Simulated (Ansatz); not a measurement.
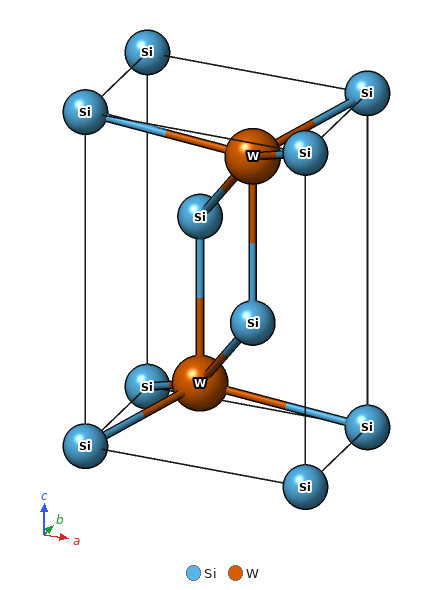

Structure drawing (ball-and-stick), viewed slightly off an axis. The conventional unit cell is outlined; an atom on or near a face, edge or corner is repeated at each equivalent position. Cell: a = 4.36 Å, b = 4.36 Å, c = 5.02 Å, α = 90.00°, β = 90.00°, γ = 120.00°.

The structure was taken from a structure type filled with these elements by a generator (whether the compound takes this form wasn't checked). Earlier steps of the study may have refined or changed the cell and positions. It was the input of a calculation with Ansatz.

Characterise what is shown.

The structure is one of Si3W2. Its lattice is primitive hexagonal, its space group P-3m1 (No. 164). It has 5 atoms to the cell (3 Si, 2 W). W is coordinated by eight Si and three W (about 2.5 to 2.9 Å to Si, 2.8 Å to W). Si takes two kinds of site: 1a with six W at about 2.6 Å; 2d with five W at about 2.5 to 2.9 Å. The bonds build a three-dimensional framework.

Computational set-up: Ansatz, DFT PBE, scalar-relativistic, plane waves, PAW, a kinetic-energy cutoff of 420 eV, 12×12×8 k-points, Gaussian smearing of 0.1 eV, no spin polarisation.

What is the electronic character?

A metal: bands cross the Fermi level.

Predict the Bader charges.

Si -0.19 to -0.11 e; W +0.20 e.

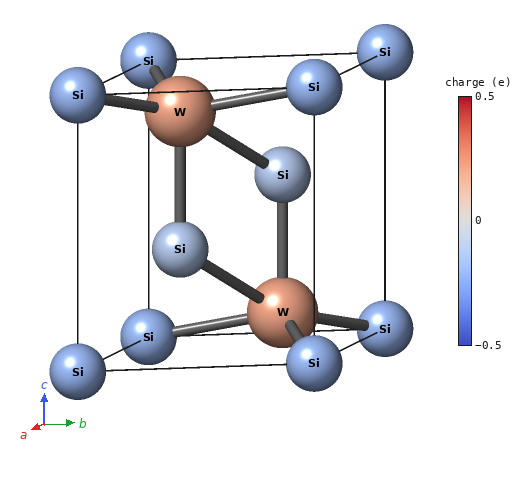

The atoms coloured by those charges. The run's cell of 5 atoms is drawn.

Is this the optimised geometry for these settings?

Yes. All forces vanish to within 0.01 eV/Å. The pressure is 0.0 GPa, close to zero.
